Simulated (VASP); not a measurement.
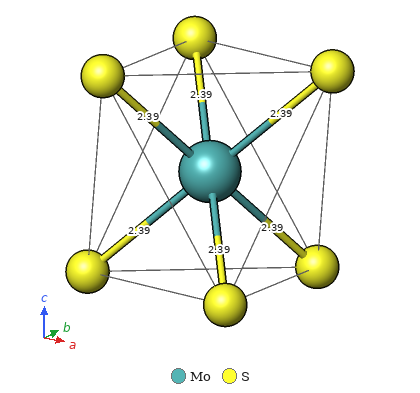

The MoS6 unit about Mo in MoS2. Origin: an entry of the Crystallography Open Database, as set up for an electronic-structure calculation.

MoS2, space group R-3m:H (No. 166), a = 3.171 Å, b = 3.171 Å, c = 18.345 Å, α = 90.00°, β = 90.00°, γ = 120.00°

| site | Wyckoff | x | y | z |
| --- | --- | --- | --- | --- |
| Mo | 3a | 0.0000 | 0.0000 | 0.0000 |
| S | 6c | 0.3333 | 0.6667 | 0.9167 |

### Give the distortion indices.

It is closest to the octahedron.

```tsv
measure	value
mean bond length	2.385 Å
bond-length distortion index (Baur)	0.000
effective coordination number (Hoppe)	6.00
shape measure against the octahedron	0.64
shape measure against the trigonal prism	14.97
centre off the ligands' centroid by	0.00 Å
polyhedral volume	17.75 Å³
quadratic elongation	1.013
bond-angle variance	48.6 deg²
```
